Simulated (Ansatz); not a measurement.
# Run report: SrTiO₃, geometry relaxation (part 1 of 2)

System: SrTiO₃ (Pm-3m, 5 atoms in the cell).
Method: DFT PBE+U, scalar-relativistic, plane waves, PAW, Ueff = 4 eV on Ti d, no spin polarisation (Ansatz 0.2.0).

The structure derives from an entry of the Crystallography Open Database.

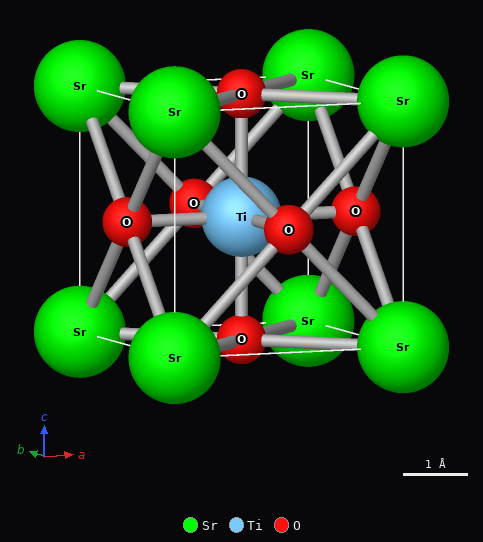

Figure 1. The starting structure (ball-and-stick view of the cell of the calculation, seen slightly off an axis). An atom can appear more than once, as a periodic image.

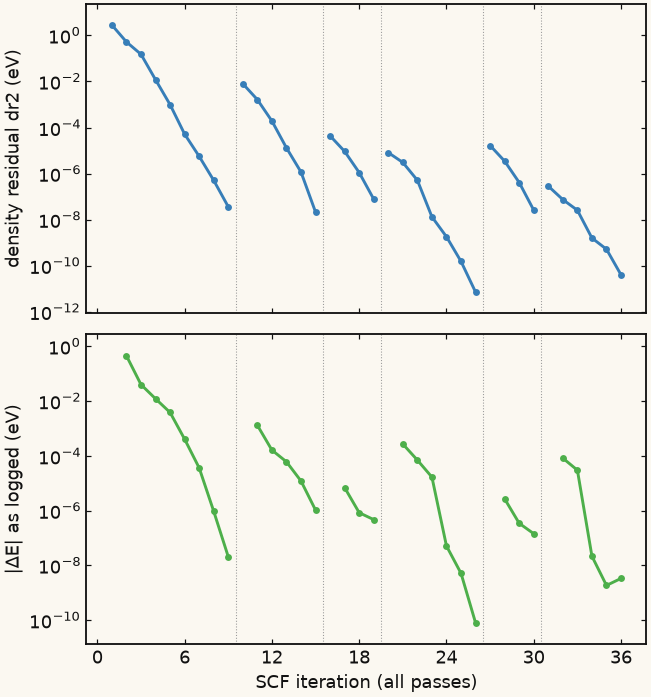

Figure 2. Convergence of the self-consistent field: density residual dr2 and size of the energy change against the SCF iteration. The dotted lines part the SCF passes of the relaxation: geometry steps, rejected trials and re-solves on a re-selected basis. The 6 passes take 4 to 9 iterations each, 36 in all.

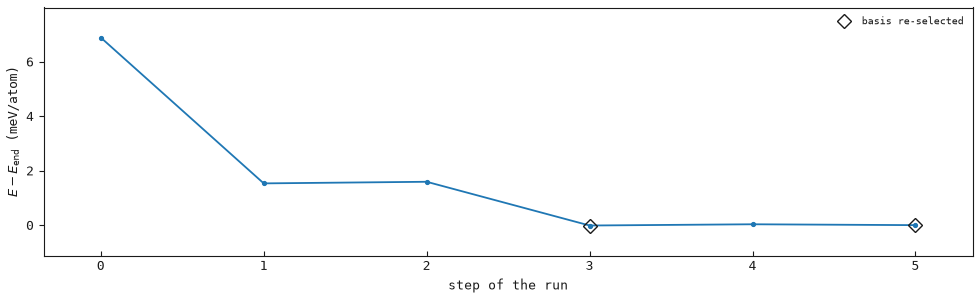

Figure 3. Progress of the relaxation, step by step (the first geometry is step 0 here and step 1 in the log).

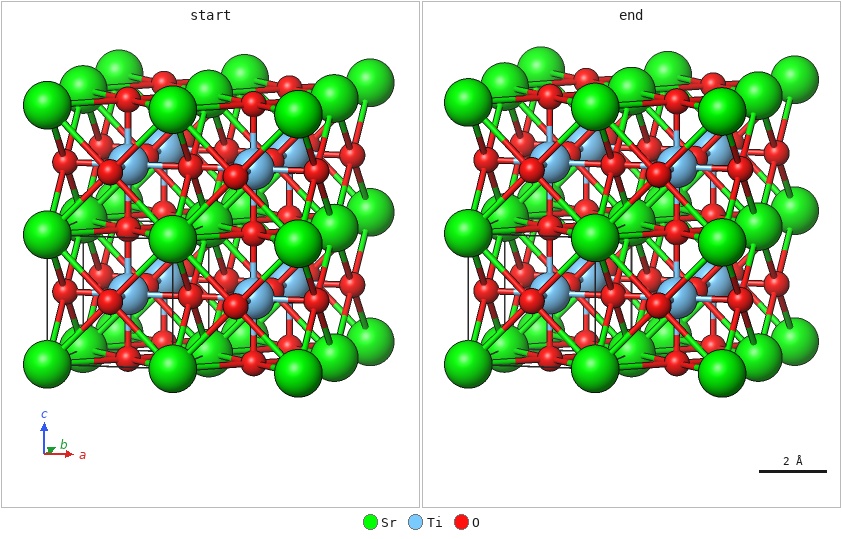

Figure 4. Before (left) and after (right) the relaxation, at one scale (ball-and-stick view of the cell of the calculation, repeated 2 × 2 × 2, seen slightly off an axis). The atoms keep their places relative to the cell (all moves are under 0.005 Å). The volume changes by +3.3 %, with a = b = c 3.905 → 3.947 Å (+1.1 %). Distances before and after: Sr1–O3 2.761 → 2.791 Å, Ti2–O3 1.952 → 1.974 Å. The space group stays Pm-3m (No. 221). The energy falls by 6.9 meV per atom in 3 geometry steps. All forces vanish by symmetry, so only the cell relaxes. The pressure goes from 5.82 to 0.01 GPa. The basis was re-selected once at an unchanged geometry, which shifts the energy a little without any move. The energy change given includes the shifts at the re-selections in mid-walk, which come without any move. A last SCF at the same geometry on a re-selected plane-wave basis shifts the energy by next to nothing (0.0 meV per atom). (Atoms are counted from 1 in the order of the input.)

The input that produced these results follows, with the program's output.

## Input
```yaml
crystal:
  lattice:
    - [3.905, 0.0, 0.0]
    - [0.0, 3.905, 0.0]
    - [0.0, 0.0, 3.905]
  atoms:
    - { symbol: Sr, position: [0.0, 0.0, 0.0] }
    - { symbol: Ti, position: [0.5, 0.5, 0.5] }
    - { symbol: O, position: [0.0, 0.5, 0.5] }
    - { symbol: O, position: [0.5, 0.0, 0.5] }
    - { symbol: O, position: [0.5, 0.5, 0.0] }
basis:
  ecutwfc: 420
kpoints:
  mp_grid: { grid: [8, 8, 8] }
hamiltonian:
  xc: pbe
  hubbard: { sites: [{ species: Ti, l: d, u_eff: 4.0 }] }
scf:
  occupations: { method: gaussian, width: 0.02 }
output:
  forces: true
  stress: true
  eigenvalues: true
relax:
  adjacent_minimum: "off"
  f_tol: 0.005
  max_steps: 80
  cell: { stress_tol: 0.05 }
```

Launch command:
```bash
ansatz run input.yaml --threads 2 --pin off --max-ram 5120MiB --backend cpu --events-out ev --progress --plain --runs-dir out
```

## What the program printed
```
Sr: projections on atomic orbitals take those of the free atom [Ar 3d10] 4s2 4p6 5s2, of charge +0.00 (hamiltonian.pseudopotentials.projection_atoms); the dataset's partial waves leave at most 2.8e-6 of an orbital's norm unspanned inside its sphere
Ti: projections on atomic orbitals take those of the free atom [Ne] 3s2 3p6 3d2 4s2, of charge +0.00 (hamiltonian.pseudopotentials.projection_atoms); the dataset's partial waves leave at most 4.1e-7 of an orbital's norm unspanned inside its sphere
O: projections on atomic orbitals take those of the free atom [He] 2s2 2p4, of charge +0.00 (hamiltonian.pseudopotentials.projection_atoms); the dataset's partial waves leave at most 1.9e-8 of an orbital's norm unspanned inside its sphere
Engine: ansatz 0.2.0, x86_64-unknown-linux-gnu
Pseudopotentials: kind: paw
Pseudopotential: Sr, paw, valence charge 10, recommended cutoff 420 eV (normal), Sr.paw.azcp
Pseudopotential: Ti, paw, valence charge 12, recommended cutoff 420 eV (normal), Ti.paw.azcp
Pseudopotential: O, paw, valence charge 6, recommended cutoff 420 eV (normal), O.paw.azcp
Functional definition: PBE
  parameter kappa = 0.804
  parameter beta = 0.06672455060314922
  exchange = pbe_x(kappa = kappa, mu = beta*pi^2/3)
  correlation = pbe_c(beta = beta)
Crystal: 5 atoms, lattice volume = 59.547 Å³
Basis set: ecut = 420 eV, 1189 PW (Γ), exchange–correlation on 54×54×54 points (8 copies of the dense FFT grid, shifted against one another)
Bands: 25, of which v1, the nominal top of the filled ones, is band 20 counted from 1 (19 counted from 0)
Symmetry: 48 space group operations
Space group: Pm-3m (ITA 221), of the structure as read, at distance tolerance 3.9e-5 Å
k-points: 35 of 512
Non-local potential: Sr, projectors of the file, l = 0: 3, l = 1: 2, l = 2: 2
Non-local potential: Ti, projectors of the file, l = 0: 3, l = 1: 2, l = 2: 3, l = 3: 1
Non-local potential: O, projectors of the file, l = 0: 2, l = 1: 2, l = 2: 1
PAW form: soft (Blöchl's): semilocal exchange-correlation on the pseudo side does not see the compensation charge
PAW one-centre angular grid: Sr, 110 points (default); XC on 64 Gauss nodes
PAW one-centre angular grid: Ti, 590 points (default); XC on 64 Gauss nodes
PAW one-centre angular grid: O, 110 points (default); XC on 64 Gauss nodes
Initial density: superposition of atomic densities (chi_scale 0.1, normalization cell, long waves kept (reshape's long-wave potential 0.00 eV rms))
Initial wavefunctions: pseudopotential atomic-orbital guess
Functional: x = pbe(κ = 0.804, μ = 0.2195149727645171), c = pbe(β = 0.06672455060314922)
SCF iter   1: F=—  HF=-7751.454771 eV  |F-HF|=—  |Δ(HF+E_count)|=         —  Δρ=6.28e-2  dr2=2.81e0  ethr=3.10e-3  ⟨swp⟩=7.6  Hψ=4722  notcnv=0
preconditioner: auto → Resta (q_TF=auto, 2.553 Å⁻¹)  ε∞=4.8  [insulator: Δε(μ)=3.358 eV  Ē_g=13.505 eV  σ=0.020 eV  W_gap=1.00  n_scr=18 (ndim 8)  ℏωp=26.4 eV  f_vac=0.000  D(μ)=0.00/eV (n_scr^D=0)  ε∞_Penn≈4.8]
SCF iter   2: F=—  HF=-7751.003093 eV  |F-HF|=—  |Δ(HF+E_count)|=   4.52e-1  Δρ=3.53e-2  dr2=5.20e-1  ethr=3.10e-3  ⟨swp⟩=2.9  Hψ=2007  notcnv=0  defer=35
SCF iter   3: F=—  HF=-7750.962926 eV  |F-HF|=—  |Δ(HF+E_count)|=   4.02e-2  Δρ=1.57e-2  dr2=1.51e-1  ethr=1.30e-3  ⟨swp⟩=2.4  Hψ=1390  notcnv=0  defer=35
SCF iter   4: F=—  HF=-7750.975091 eV  |F-HF|=—  |Δ(HF+E_count)|=   1.22e-2  Δρ=5.46e-3  dr2=1.19e-2  ethr=3.77e-4  ⟨swp⟩=2.3  Hψ=1551  notcnv=0  defer=35
SCF iter   5: F=—  HF=-7750.978944 eV  |F-HF|=—  |Δ(HF+E_count)|=   3.85e-3  Δρ=1.40e-3  dr2=9.84e-4  ethr=2.97e-5  ⟨swp⟩=2.2  Hψ=1430  notcnv=0  defer=35
SCF iter   6: F=—  HF=-7750.979352 eV  |F-HF|=—  |Δ(HF+E_count)|=   4.08e-4  Δρ=3.05e-4  dr2=5.16e-5  ethr=2.46e-6  ⟨swp⟩=2.0  Hψ=1183  notcnv=0  defer=35
SCF iter   7: F=—  HF=-7750.979388 eV  |F-HF|=—  |Δ(HF+E_count)|=   3.64e-5  Δρ=8.18e-5  dr2=5.61e-6  ethr=1.29e-7  ⟨swp⟩=2.0  Hψ=1383  notcnv=0  defer=35
SCF iter   8: F=—  HF=-7750.979389 eV  |F-HF|=—  |Δ(HF+E_count)|=   9.46e-7  Δρ=2.67e-5  dr2=5.08e-7  ethr=1.40e-8  ⟨swp⟩=2.9  Hψ=1685  notcnv=0  defer=35
SCF iter   9: F=-7750.979389 eV  HF=-7750.979389 eV  |F-HF|=2.11e-8  |Δ(HF+E_count)|=   2.07e-8  Δρ=7.42e-6  dr2=3.64e-8  ethr=2.50e-10  ⟨swp⟩=11.1  Hψ=4112  notcnv=0
SCF 1 converged in 9 iterations: F = -7750.979389 eV  dr2 = 3.64e-8
  greatest PAW one-centre occupation: 0.999 electrons in one spin orbital (limit 2), on the Ti atom at site 1 (counted from 0), in its partial waves of l = 0
relax step   1: F+E_penalty+E_count = -7750.97938912 eV  Δ(F+E_penalty+E_count) = +0.000e0 eV  max|allowed force component| = 9.193e-29 eV/Å  Δτ_max = 0.0000 Å  P = +5.824 GPa  Ω = 59.547 Å³  (9 SCF iters, dr2 threshold 1.00e-7 eV, accepted)
Crystal: 5 atoms, lattice volume = 61.277 Å³
Basis set: ecut = 420 eV, 1213 PW (Γ), exchange–correlation on 54×54×54 points (8 copies of the dense FFT grid, shifted against one another)
Initial density: handed on by an earlier stage of this run
Initial wavefunctions: those handed on with the density
iter 1 solved again at ethr=1.85e-5 eV; its pass at ethr=3.10e-3 eV (dr2=7.40e-3 eV) is discarded
SCF iter   1: F=—  HF=-7751.007554 eV  |F-HF|=—  |Δ(HF+E_count)|=         —  Δρ=4.09e-3  dr2=7.97e-3  ethr=1.85e-5  ⟨swp⟩=2.0  Hψ=4985  notcnv=0
preconditioner: auto → Resta (q_TF=auto, 2.541 Å⁻¹)  ε∞=5.6  [insulator: Δε(μ)=2.260 eV  Ē_g=12.127 eV  σ=0.020 eV  W_gap=1.00  n_scr=18 (ndim 8)  ℏωp=26.0 eV  f_vac=0.000  D(μ)=0.00/eV (n_scr^D=0)  ε∞_Penn≈5.6]
SCF iter   2: F=—  HF=-7751.006242 eV  |F-HF|=—  |Δ(HF+E_count)|=   1.31e-3  Δρ=1.79e-3  dr2=1.63e-3  ethr=1.85e-5  ⟨swp⟩=2.1  Hψ=1573  notcnv=0
SCF iter   3: F=—  HF=-7751.006080 eV  |F-HF|=—  |Δ(HF+E_count)|=   1.63e-4  Δρ=7.11e-4  dr2=1.92e-4  ethr=4.07e-6  ⟨swp⟩=2.4  Hψ=1454  notcnv=0
SCF iter   4: F=—  HF=-7751.006140 eV  |F-HF|=—  |Δ(HF+E_count)|=   6.09e-5  Δρ=1.63e-4  dr2=1.31e-5  ethr=4.80e-7  ⟨swp⟩=2.8  Hψ=1648  notcnv=0
SCF iter   5: F=—  HF=-7751.006153 eV  |F-HF|=—  |Δ(HF+E_count)|=   1.21e-5  Δρ=4.89e-5  dr2=1.17e-6  ethr=3.28e-8  ⟨swp⟩=2.1  Hψ=1377  notcnv=0
SCF iter   6: F=-7751.006154 eV  HF=-7751.006154 eV  |F-HF|=3.00e-8  |Δ(HF+E_count)|=   1.05e-6  Δρ=5.61e-6  dr2=2.13e-8  ethr=1.25e-9  ⟨swp⟩=6.1  Hψ=3841  notcnv=0
SCF 2 converged in 6 iterations: F = -7751.006154 eV  dr2 = 2.13e-8
relax step   2: F+E_penalty+E_count = -7751.00615359 eV  Δ(F+E_penalty+E_count) = -2.676e-2 eV  max|allowed force component| = 4.884e-30 eV/Å  Δτ_max = 0.0000 Å  P = +0.407 GPa  Ω = 61.277 Å³  energy of the carried Pulay correction = -6.198e-3 eV  (6 SCF iters, dr2 threshold 5.00e-7 eV, accepted)
Crystal: 5 atoms, lattice volume = 61.411 Å³
iter 1 solved again at ethr=1.21e-7 eV; its pass at ethr=3.10e-3 eV (dr2=4.85e-5 eV) is discarded
SCF iter   1: F=—  HF=-7751.005865 eV  |F-HF|=—  |Δ(HF+E_count)|=         —  Δρ=3.02e-4  dr2=4.36e-5  ethr=1.21e-7  ⟨swp⟩=2.1  Hψ=4561  notcnv=0
preconditioner: auto → Resta (q_TF=auto, 2.540 Å⁻¹)  ε∞=5.6  [insulator: Δε(μ)=2.297 eV  Ē_g=12.135 eV  σ=0.020 eV  W_gap=1.00  n_scr=18 (ndim 8)  ℏωp=26.0 eV  f_vac=0.000  D(μ)=0.00/eV (n_scr^D=0)  ε∞_Penn≈5.6]
SCF iter   2: F=—  HF=-7751.005858 eV  |F-HF|=—  |Δ(HF+E_count)|=   6.93e-6  Δρ=1.34e-4  dr2=9.20e-6  ethr=1.09e-7  ⟨swp⟩=2.0  Hψ=1395  notcnv=0
SCF iter   3: F=—  HF=-7751.005858 eV  |F-HF|=—  |Δ(HF+E_count)|=   8.43e-7  Δρ=5.34e-5  dr2=1.11e-6  ethr=2.30e-8  ⟨swp⟩=2.5  Hψ=1481  notcnv=0
SCF iter   4: F=-7751.005858 eV  HF=-7751.005858 eV  |F-HF|=7.23e-8  |Δ(HF+E_count)|=   4.70e-7  Δρ=1.22e-5  dr2=7.78e-8  ethr=1.04e-9  ⟨swp⟩=5.9  Hψ=3566  notcnv=0
SCF 3 converged in 4 iterations: F = -7751.005858 eV  dr2 = 7.78e-8
relax step   3: F+E_penalty+E_count = -7751.00585809 eV  Δ(F+E_penalty+E_count) = +2.955e-4 eV  max|allowed force component| = 4.759e-30 eV/Å  Δτ_max = 0.0000 Å  P = +0.018 GPa  Ω = 61.411 Å³  energy of the carried Pulay correction = -6.671e-3 eV  (4 SCF iters, dr2 threshold 4.14e-7 eV, accepted)
Initial wavefunctions: pseudopotential atomic-orbital guess (no wavefunctions were taken with the density)
iter 1 solved again at ethr=3.77e-7 eV; its pass at ethr=3.10e-3 eV (dr2=1.51e-4 eV) is discarded
```
